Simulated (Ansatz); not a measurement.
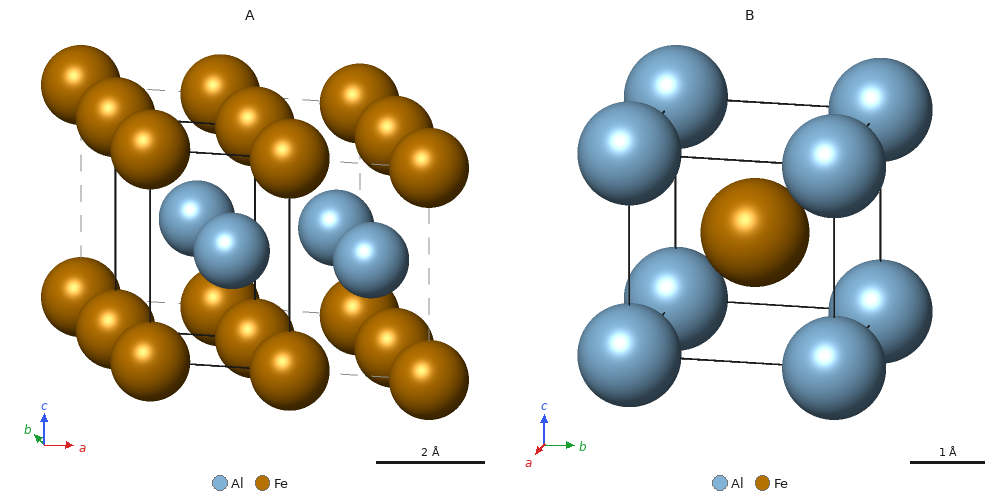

Two structures of AlFe, each relaxed to rest (conventional cells in solid outline, small ones repeated, not to one scale). Method: Ansatz, DFT PBE, scalar-relativistic, plane waves, PAW, with collinear spins.

### State the structure in each panel.

A: 2 atoms a cell on a primitive hexagonal lattice, P-6m2. B: caesium chloride (CsCl, B2) type, Pm-3m.

### Which one is lower in energy?

B is lower, by 120 meV/atom at this level of theory (energies at zero smearing). Volumes: A 12.9, B 11.9 Å³/atom.

One or both may be structure types tried for this composition rather than known phases.
